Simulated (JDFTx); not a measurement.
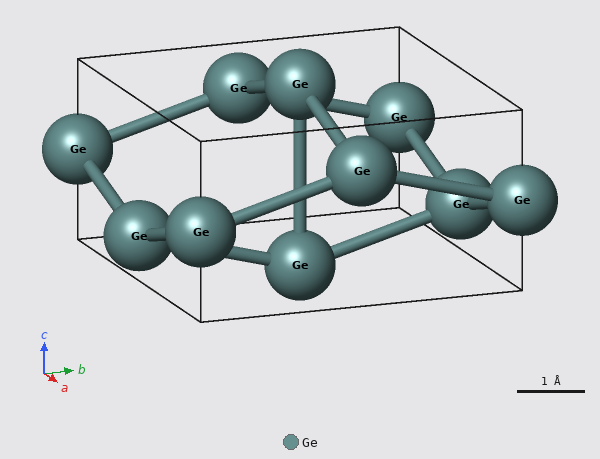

**Figure 1.** The structure (ball-and-stick view of the cell 2 times as large as that of the calculation, set on its symmetry axes, seen slightly off an axis). Near neighbours in the crystal (not all of them lie inside the picture): Ge has 6 Ge at 2.67 to 2.79 Å.

Single-point calculation of Ge

- system: Ge (I4₁/amd, 2 atoms in the cell)
- method: Kohn-Sham DFT of a periodic cell, LDA, PseudoDojo-SR-LDA-0.4.1-standard, no spin polarisation (JDFTx 1.7.0 (patched build))

The structure derives from a Materials Project entry.

**What the program printed**
```
*************** JDFTx 1.7.0 (patched build) ***************

Input parsed successfully to the following command list (including defaults):
[... the input with its defaults ...]

---------- Setting up symmetries ----------

Non-trivial transmission matrix:
[   1   0   0  ]
[   1   1   0  ]
[   0   0   1  ]
with reduced lattice vectors:
[      0.000000      4.865080      4.865080  ]
[      0.000000     -4.865080      4.865080  ]
[      5.281454      2.640727     -2.640727  ]

Found 16 point-group symmetries of the bravais lattice
Found 16 space-group symmetries with basis
Applied RMS atom displacement 0 bohrs to make symmetries exact.

---------- Initializing the Grid ----------
R =
[     -4.86508      4.86508      4.86508  ]
[      4.86508     -4.86508      4.86508  ]
[      2.64073      2.64073     -2.64073  ]
unit cell volume = 250.014
G =
[  -3.95e-19   0.645743    1.18967  ]
[   0.645743  -3.95e-19    1.18967  ]
[   0.645743   0.645743 -3.30937e-18  ]
Minimum fftbox size, Smin = [  60  60  60  ]
Chosen fftbox size, S = [  60  60  60  ]

---------- Initializing tighter grid for wavefunction operations ----------
R =
[     -4.86508      4.86508      4.86508  ]
[      4.86508     -4.86508      4.86508  ]
[      2.64073      2.64073     -2.64073  ]
unit cell volume = 250.014
G =
[  -3.95e-19   0.645743    1.18967  ]
[   0.645743  -3.95e-19    1.18967  ]
[   0.645743   0.645743 -3.30937e-18  ]
Minimum fftbox size, Smin = [  44  44  44  ]
Chosen fftbox size, S = [  48  48  48  ]

---------- Exchange Correlation functional ----------
Initalized Slater LDA exchange.
Initalized Perdew-Wang LDA correlation.

---------- Setting up pseudopotentials ----------
Width of ionic core gaussian charges (only for fluid interactions / plotting) set to 0

Reading pseudopotential file 'pseudo/Ge.upf':
  'Ge' pseudopotential, 'SLA  PW   NOGX NOGC' functional
  Generated using ONCVPSP code by D. R. Hamann
  14 valence electrons, 3 orbitals, 6 projectors, 1001 radial grid points, with lMax = 2
    3D    l: 2   occupation: 10.0   eigenvalue: -1.086289
    4S    l: 0   occupation:  2.0   eigenvalue: -0.438995
    4P    l: 1   occupation:  2.0   eigenvalue: -0.148714
  Core radius for overlap checks: 1.83 bohrs.

Initialized 1 species with 2 total atoms.

Folded 1 k-points by 11x11x11 to 1331 k-points.

---------- Setting up k-points, bands, fillings ----------
Reduced to 126 k-points under symmetry.
Computing the number of bands and number of electrons
Calculating initial fillings.
nElectrons:  28.000000   nBands: 21   nStates: 126

----- Setting up reduced wavefunction bases (one per k-point) -----
average nbasis = 2908.403 , ideal nbasis = 2908.402

---------- Setting up ewald sum ----------
Optimum gaussian width for ewald sums = 2.219675 bohr.
Real space sum over 1859 unit cells with max indices [  6  6  5  ]
Reciprocal space sum over 3375 terms with max indices [  7  7  7  ]

---------- Allocating electronic variables ----------
Initializing wave functions:  linear combination of atomic orbitals
Note: number of bands (21) exceeds available atomic orbitals (18)
Ge pseudo-atom occupations:   s ( 2 )  p ( 2 )  d ( 10 )
	FillingsUpdate:  mu: +0.453984225  nElectrons: 28.000000
LCAOMinimize: Iter:   0  F: -160.2271871122166544  |grad|_K:  3.824e-05  alpha:  1.000e+00
	FillingsUpdate:  mu: +0.454159385  nElectrons: 28.000000
LCAOMinimize: Iter:   1  F: -160.2272235190511935  |grad|_K:  1.107e-06  alpha:  8.968e-01  linmin: -4.835e-03  cgtest:  1.068e-01
LCAOMinimize: Encountered beta<0, resetting CG.
	FillingsUpdate:  mu: +0.454161701  nElectrons: 28.000000
LCAOMinimize: Iter:   2  F: -160.2272235495922530  |grad|_K:  5.389e-08  alpha:  8.973e-01  linmin:  9.290e-05  cgtest: -9.287e-04
	FillingsUpdate:  mu: +0.454161742  nElectrons: 28.000000
LCAOMinimize: Iter:   3  F: -160.2272235496687642  |grad|_K:  4.410e-09  alpha:  1.004e+00  linmin:  3.907e-02  cgtest: -8.606e-01
LCAOMinimize: Converged (|Delta F|<1.000000e-06 for 2 iters).

-------- Electronic minimization -----------
Will mix electronic density at each iteration.
	FillingsUpdate:  mu: +0.454161742  nElectrons: 28.000000
	FillingsUpdate:  mu: +0.442719193  nElectrons: 28.000000
SCF: Cycle:  0   F: -160.269648136544475   dF: -4.242e-02   |Residual|: 2.114e-02   |deigs|: 2.742e-01
	FillingsUpdate:  mu: +0.442418751  nElectrons: 28.000000
SCF: Cycle:  1   F: -160.270236388704774   dF: -5.883e-04   |Residual|: 1.191e-02   |deigs|: 4.158e-03
	FillingsUpdate:  mu: +0.442467673  nElectrons: 28.000000
SCF: Cycle:  2   F: -160.270269229925333   dF: -3.284e-05   |Residual|: 2.864e-03   |deigs|: 1.900e-03
	FillingsUpdate:  mu: +0.442596936  nElectrons: 28.000000
SCF: Cycle:  3   F: -160.270272351483669   dF: -3.122e-06   |Residual|: 1.077e-03   |deigs|: 8.739e-04
	FillingsUpdate:  mu: +0.442619409  nElectrons: 28.000000
SCF: Cycle:  4   F: -160.270272845967753   dF: -4.945e-07   |Residual|: 3.392e-04   |deigs|: 8.929e-05
	FillingsUpdate:  mu: +0.442616403  nElectrons: 28.000000
SCF: Cycle:  5   F: -160.270272958950216   dF: -1.130e-07   |Residual|: 1.812e-04   |deigs|: 5.630e-05
	FillingsUpdate:  mu: +0.442621347  nElectrons: 28.000000
SCF: Cycle:  6   F: -160.270273001829395   dF: -4.288e-08   |Residual|: 1.251e-04   |deigs|: 8.126e-05
	FillingsUpdate:  mu: +0.442624750  nElectrons: 28.000000
SCF: Cycle:  7   F: -160.270273011330573   dF: -9.501e-09   |Residual|: 2.826e-05   |deigs|: 3.864e-05
	FillingsUpdate:  mu: +0.442624942  nElectrons: 28.000000
SCF: Cycle:  8   F: -160.270273013607408   dF: -2.277e-09   |Residual|: 4.329e-06   |deigs|: 2.085e-05
	FillingsUpdate:  mu: +0.442624802  nElectrons: 28.000000
SCF: Cycle:  9   F: -160.270273014144806   dF: -5.374e-10   |Residual|: 8.894e-06   |deigs|: 1.573e-05
	FillingsUpdate:  mu: +0.442624700  nElectrons: 28.000000
SCF: Cycle: 10   F: -160.270273014306156   dF: -1.614e-10   |Residual|: 5.911e-06   |deigs|: 1.416e-05
SCF: Converged (|Delta E|<1.000000e-09 for 2 iters).

Setting wave functions to eigenvectors of Hamiltonian
Converging empty states (this may take a while): |deigs|: 1.037e-04

# Stress tensor in Cartesian coordinates [Eh/a0^3]:
[  8.32942e-05            0            0  ]
[            0  8.32942e-05            0  ]
[            0            0  9.29385e-05  ]

# Ionic positions in lattice coordinates:
ion Ge   0.500000000000000   0.500000000000000   0.000000000000000 1
ion Ge   0.250000000000000   0.750000000000000   0.500000000000000 1

# Forces in Cartesian coordinates:
force Ge   0.000000000000000   0.000000000000000  -0.000000000000000 1
force Ge  -0.000000000000000  -0.000000000000000  -0.000000000000000 1

# Energy components:
   Eewald =     -112.0414345513894574
       EH =       45.1046851471412680
     Eloc =     -109.8550681139349479
      Enl =      -92.5979228376147034
      Exc =      -42.9263783869392199
 Exc_core =       18.1864648315654769
       KE =      133.8596683875356348
-------------------------------------
     Etot =     -160.2699855236359099
       TS =        0.0002874906702458
-------------------------------------
        F =     -160.2702730143061558

IonicMinimize: Iter:   0  F: -160.270273014306156  |grad|_K:        nan
IonicMinimize: None of the convergence criteria satisfied after 0 iterations.

#--- Lowdin population analysis ---
# oxidation-state Ge +0.025 +0.025

Dumping 'run.eigStats' ...
	eMin: -0.470103 at state 0 ( [ +0.000000 +0.000000 +0.000000 ] spin 0 )
	HOMO: +0.441532 at state 87 ( [ +0.181818 +0.272727 -0.272727 ] spin 0 )
	mu  : +0.442624
	LUMO: +0.442836 at state 25 ( [ +0.000000 +0.363636 +0.090909 ] spin 0 )
	eMax: +1.012352 at state 124 ( [ +0.454545 +0.454545 -0.454545 ] spin 0 )
	HOMO-LUMO gap: +0.001304
	Optical gap  : +0.032261 at state 43 ( [ +0.090909 +0.181818 +0.272727 ] spin 0 )
Done!
```

This output came from the following input.

**Input file**
```
lattice \
   -4.8650804796     4.8650804796     4.8650804796 \
    4.8650804796    -4.8650804796     4.8650804796 \
    2.6407271787     2.6407271787    -2.6407271787
coords-type Lattice
ion Ge     0.5000000000     0.5000000000     0.0000000000 1
ion Ge     0.2500000000     0.7500000000     0.5000000000 1

ion-species pseudo/Ge.upf
elec-cutoff 39 312
elec-ex-corr lda-PW
kpoint-folding 11 11 11
elec-smearing Fermi 0.0018374661
elec-n-bands 21
electronic-SCF nIterations 100 energyDiffThreshold 1e-09
electronic-minimize nIterations 30 energyDiffThreshold 1e-7
converge-empty-states yes
forces-output-coords Cartesian

dump-name run.$VAR
dump End Ecomponents EigStats BandEigs Kpoints Forces Stress ElecDensity
```

Launch command:
```bash
jdftx -c 1 -i Ge.in -o Ge.out
```

**Key numbers**

| quantity | value |
| --- | --- |
| outcome | converged |
| space group (tolerance 0.01 Å) | I4₁/amd (141) |
| electrons treated | 28 |
| free energy | −4361.1763 eV |
| Fermi energy | 12.044 eV |
| gap on the k-point mesh | none (metallic) |
| pressure | −2.55 GPa |
| largest force (length of the vector) | under 0.001 eV/Å |
| hardware | 1 thread of Arm Neoverse V2, 24 GiB of memory available, shared host |
| wall time | 7.2 min |
| peak memory | 0.37 GiB |
